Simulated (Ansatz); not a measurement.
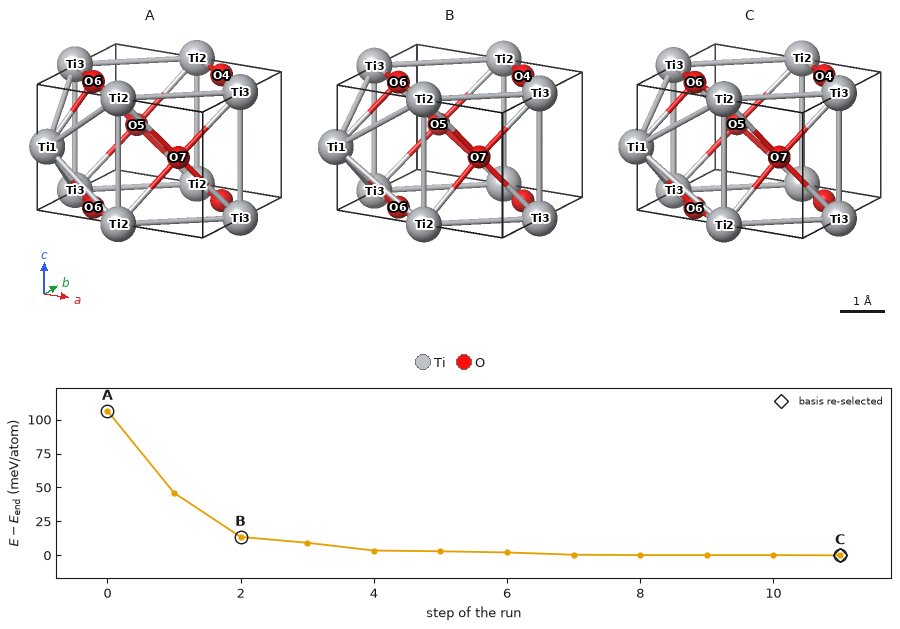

Frames of a relaxation of solid Ti3O4 (set up in P1), marked on the history of the run. Style: ball-and-stick. Shown: the cell of the calculation, slightly off an axis.

These are results of DFT PBEsol, scalar-relativistic, plane waves, PAW (Ansatz), not measurements. (plane-wave cutoff 420 eV; k-point mesh 8 × 8 × 12; occupations gaussian; smearing width 0.15 eV; no spin polarisation; cell and atoms relaxed; force threshold 0.01 eV/Å; at most 80 steps)

### Describe the path.

After 10 accepted moves (11 points after the start) the energy has fallen by 106 meV per atom. Largest force component: 4.6 eV/Å at the start, 0.0021 eV/Å at the end. Pressure: 4.26 GPa at the start and 0.02 GPa at the end. The SCF was repeated once at an unchanged geometry on a basis and grid sized afresh for the cell, which shifted the energy by 0.2 meV per atom at most. The largest move relative to the cell is that of Ti1, 0.25 Å roughly along [−1 −1 0]. By element the largest moves are Ti 0.25 Å, O 0.10 Å. The drawn cell changes as follows: a = b 4.973 → 4.997 Å (+0.5 %), c 2.969 → 2.961 Å (−0.3 %), γ 108.3° → 108.9°; the volume changes by +0.4 %. Some distances before and after: Ti1–Ti2 3.020 → 2.758 Å, Ti1–Ti2 (another image) 2.799 → 3.054 Å, Ti1–O4 2.247 → 2.017 Å, Ti1–O6 1.833 → 2.017 Å. Bond angles that change, for instance: Ti1–O6–Ti1 107.4° → 94.4°, Ti1–O4–Ti1 83.0° → 94.5°, Ti1–O5–Ti2 82.4° → 92.1°. Within 0.06 Å the space group is Pm at the start and Amm2 at the end; at a tighter tolerance small leftover displacements or strains of the cell lower it. From step 0 to 2: Ti1 moves most (0.27 Å), volume +0.2 %, energy −92.9 meV per atom. From step 2 to 11: O6 moves most (0.08 Å), volume +0.2 %, energy −13.6 meV per atom.

```
step  E − E(0), meV/atom  largest force component, eV/Å  pressure, GPa  volume, Å³/atom                      note
   0                0.00                         4.5556           4.26            9.959                          
   1              -60.39                         2.4761           2.06            9.999                          
   2              -92.86                         1.1282          -2.45            9.979                          
   3              -97.18                         0.2906           1.81            9.907                          
   4             -102.89                         0.2747          -0.57            9.993                          
   5             -103.46                         0.3927          -0.78           10.016                          
   6             -104.30                         0.3439          -0.46            9.999                          
   7             -105.99                         0.1567          -0.02            9.984                          
   8             -106.27                         0.0244           0.03            9.990                          
   9             -106.27                         0.0139           0.02            9.992                          
  10             -106.26                         0.0020          -0.02            9.994                          
  11             -106.45                         0.0021           0.02            9.994  same geometry, new basis
```
